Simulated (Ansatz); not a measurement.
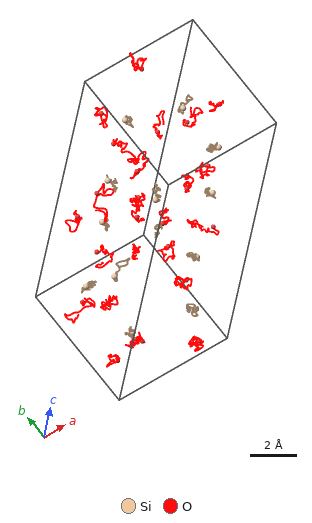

Molecular dynamics of SiO2 with an interstitial Si (37 atoms in the cell), 405 fs long. Lines trace each atom's path, in the colour of its element; spheres stand at the starting positions. Seen from a free direction in the simulation cell.

These are results of Ansatz, DFT PBE, scalar-relativistic, plane waves, PAW, not measurements. Run with plane-wave cutoff 420 eV; k-point mesh 1 × 1 × 1; Fermi-Dirac smearing 0.05 eV; constant energy (NVE); velocities drawn for 2400 K; time step 1.5 fs.

How do the atoms move?

Root-mean-square distances from the starting positions over the second half, with the common drift of all atoms taken out: O 0.64 Å, Si 0.44 Å. Against the typical shortest distance between atoms in the first frame, about 1.6 Å these are large excursions, but over 405 fs one can't yet tell strong vibration from the start of diffusion. 1 of the 37 free atoms end more than three quarters of that spacing from the start. Bond changes: one O–Si bond breaks at about 183 fs; one Si–Si bond forms at about 279 fs. Over the second half the temperature averages 1249 K (spread ±114 K). The potential energy in the second half lies on average 146 meV per atom above the first frame.

Limits of the set-up: the periodic images lie only 7.4 Å apart, so the values are limited by the cell's size.

PAW datasets: the set soft_1.
